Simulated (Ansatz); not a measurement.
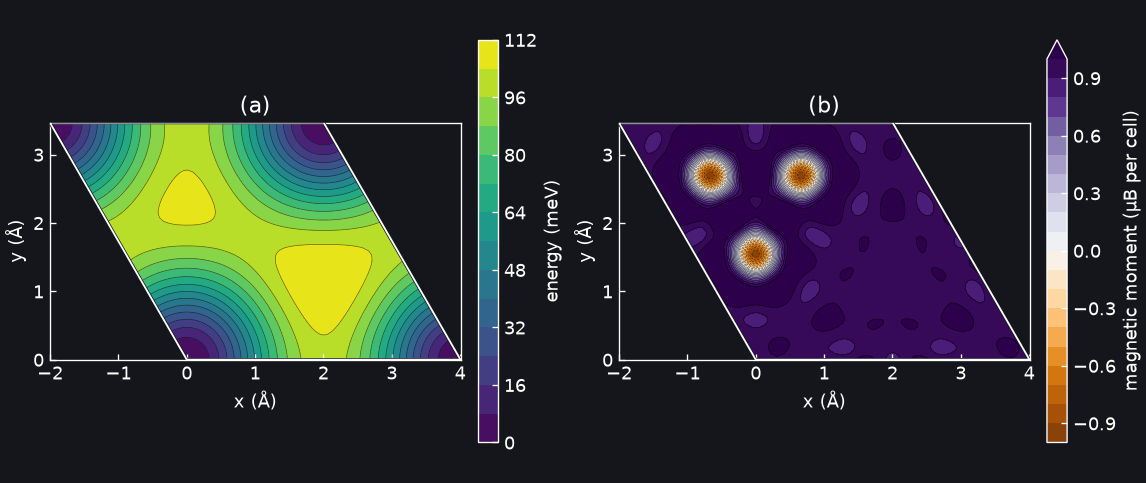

H on an AlAs(111) slab cut from the F-43m phase, its upper half relaxed before the scan (4 atoms of substrate and one adsorbate in a 1 × 1 cell). H is moved over the surface cell at a fixed height above a rigid substrate; the origin of the map has the adsorbate above Al4; the height is held at 3.10 Å. Places are given modulo a cell vector. The map is drawn in real space over the plane of the surface. The grid has 9 × 9 points; 19 points were computed and 62 follow by symmetry. All energies are given in meV relative to the lowest grid point. With one adsorbate in each 1 × 1 cell, its nearest image is 4.0 Å away, so neighbouring adsorbates interact. At a fixed height the lowest place need not be the adsorption site. All numbers below come from DFT PBE+D3(BJ), scalar-relativistic, plane waves, PAW (Ansatz 0.2.0). Settings: cutoff 420 eV, k-mesh 9×9×1, gaussian smearing 0.05 eV, spin-polarised.

Panel (a) is the energy and panel (b) the computed magnetic moment on the same grid.

Drawn: filled contours, the outline of one cell of the plane. Between grid points the surface is interpolated.

### How does the magnetic moment vary over the map, and what is it at the lowest grid point?

It runs from −0.97 μB per cell at (2/9, 4/9) of the cell vectors [nearest 1 Al at 3.46 Å] to 0.98 μB per cell at a threefold hollow over a second-layer As atom, (6/9, 3/9) of the cell vectors. At the lowest grid point, the top site over a surface Al atom, (0/9, 0/9) of the cell vectors, it is 0.97 μB per cell.

| second ↓, first → | 0/9 | 1/9 | 2/9 | 3/9 | 4/9 | 5/9 | 6/9 | 7/9 | 8/9 |
| --- | --- | --- | --- | --- | --- | --- | --- | --- | --- |
| 8/9 | 0.97 | 0.97 | 0.97 | 0.97 | 0.97 | 0.97 | 0.97 | 0.97 | 0.97 |
| 7/9 | 0.97 | 0.97 | −0.97 | 0.97 | 0.97 | −0.97 | 0.97 | 0.97 | 0.97 |
| 6/9 | 0.97 | 0.97 | 0.97 | 0.97 | 0.97 | 0.97 | 0.97 | 0.97 | 0.97 |
| 5/9 | 0.97 | 0.97 | 0.97 | 0.97 | 0.97 | 0.97 | 0.98 | 0.98 | 0.98 |
| 4/9 | 0.97 | 0.97 | −0.97 | 0.97 | 0.97 | 0.98 | 0.98 | 0.98 | 0.98 |
| 3/9 | 0.97 | 0.97 | 0.97 | 0.97 | 0.98 | 0.98 | 0.98 | 0.98 | 0.98 |
| 2/9 | 0.97 | 0.97 | 0.97 | 0.97 | 0.98 | 0.98 | 0.98 | 0.98 | 0.97 |
| 1/9 | 0.97 | 0.97 | 0.97 | 0.97 | 0.98 | 0.98 | 0.98 | 0.97 | 0.97 |
| 0/9 | 0.97 | 0.97 | 0.97 | 0.97 | 0.97 | 0.97 | 0.97 | 0.97 | 0.97 |

PAW datasets: the set soft_1.
